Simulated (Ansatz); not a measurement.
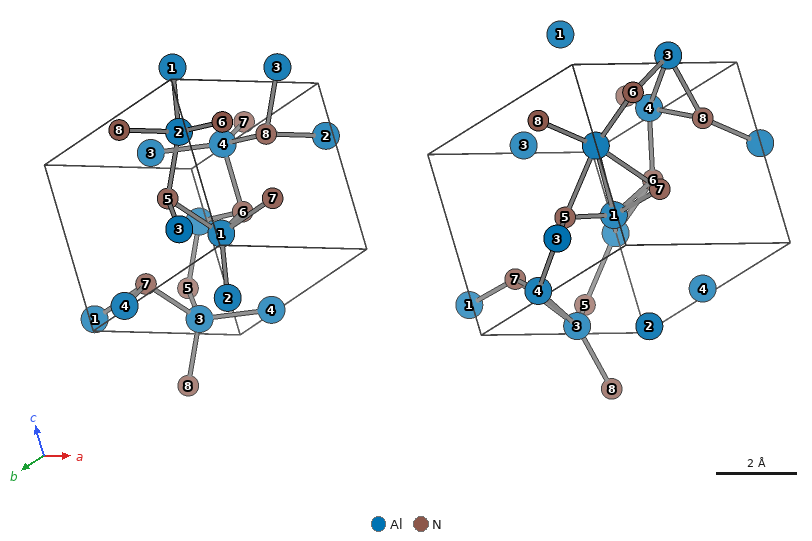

Two geometries of solid AlN (a generated structure, set up in I-4) (coarse preliminary run), drawn at one scale. One is the start of a relaxation, the other its converged end. A ball-and-stick model of the cell of the calculation, seen from a free direction.

The calculation used DFT PBE, scalar-relativistic, plane waves, PAW (Ansatz). Set-up: plane-wave cutoff 420 eV; k-point mesh 6 × 6 × 6; occupations gaussian; smearing width 0.1 eV; no spin polarisation; cell and atoms relaxed; force threshold 0.04 eV/Å; at most 70 steps.

Which of the two is the end point?

Answer. The right one is the relaxed one. The largest moves relative to the cell, 0.73 Å, are those of Al1, Al2, Al3 and Al4. Al4 goes along [1 −3 1]. By element the largest moves are Al 0.73 Å, N 0.65 Å. The drawn cell changes as follows: a = b = c 4.418 → 4.776 Å (+8.1 %), α 109.4° → 105.7°, β 109.4° → 105.7°, γ 109.7° → 117.3°; the volume changes by +24.6 %. Some distances before and after: Al1–Al2 1.835 → 3.314 Å, Al1–N8 2.958 → 2.004 Å, Al1–Al2 (another image) 3.140 → 2.599 Å, N5–N6 1.835 → 2.234 Å. Bonds break: Al1–Al2 (1.83 → 3.31 Å), Al3–Al4 (1.83 → 3.31 Å). Among the angles between lasting bonds that change: Al2–N6–Al4 94.5° → 144.5°, Al1–N6–Al2 119.3° → 82.1°, N7–Al4–N8 119.3° → 154.8°. The space group (tolerance 0.01 Å) goes from I-4 (No. 82) to I-42m (No. 121). After 11 accepted moves (15 points after the start) the energy has fallen by 11.539 eV per cell of the calculation. Largest force component: 9.6 eV/Å at the start, 0.029 eV/Å at the end. Pressure: 98.05 GPa at the start and 0.18 GPa at the end. The line search rejected the trial steps at points 9, 11 of the run. The SCF was repeated twice at an unchanged geometry on a basis and grid sized afresh for the cell, which shifted the energy by 0.199 eV per cell of the calculation at most.
